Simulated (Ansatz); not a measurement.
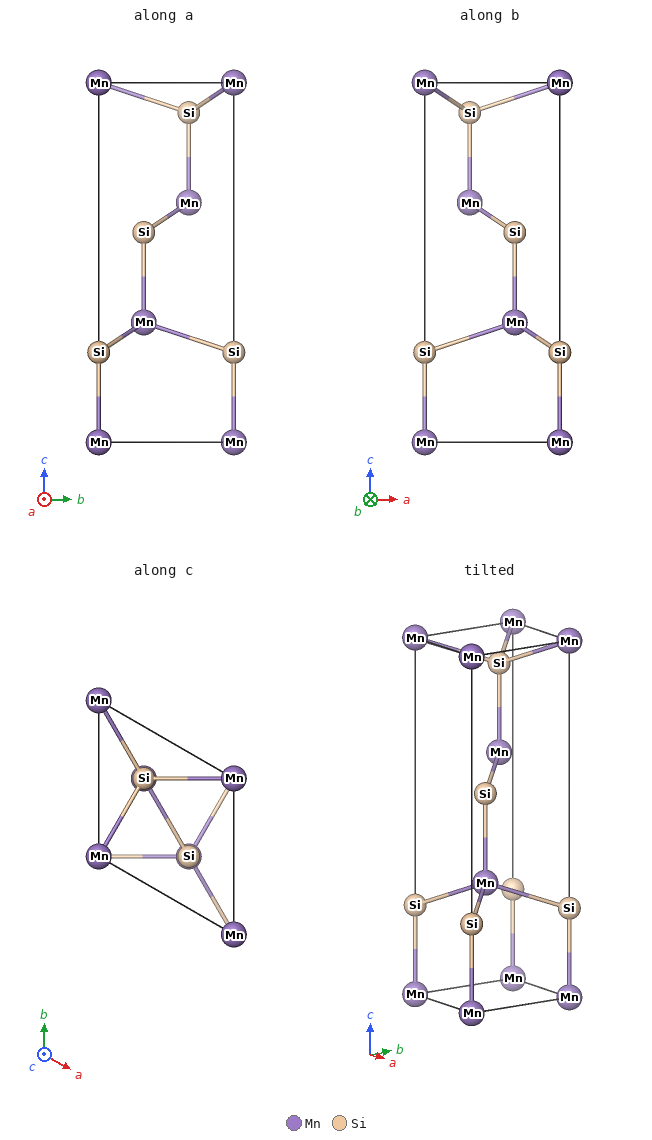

The structure above is drawn in ball-and-stick style and viewed along the a axis, along the b axis, along the c axis and slightly off an axis. The lines enclose the conventional unit cell; boundary atoms appear with their images.

Lattice parameters: a = 3.909 Å, b = 3.909 Å, c = 9.013 Å, α = 90.00°, β = 90.00°, γ = 120.00°.

Give the structure in the form of a table of Wyckoff sites.

Space group R3m:H (No. 160).
```json
{"atom": "Mn", "site": "3a", "x": "0.0000", "y": "0.0000", "z": "0.0000"}
{"atom": "Si", "site": "3a", "x": "0.3333", "y": "0.6667", "z": "0.9167"}
```

The structure was taken from a structure type filled with these elements by a generator (whether the compound takes this form wasn't checked). The cell was then strained or its atoms displaced on purpose. Ansatz was used for an electronic-structure calculation on it.
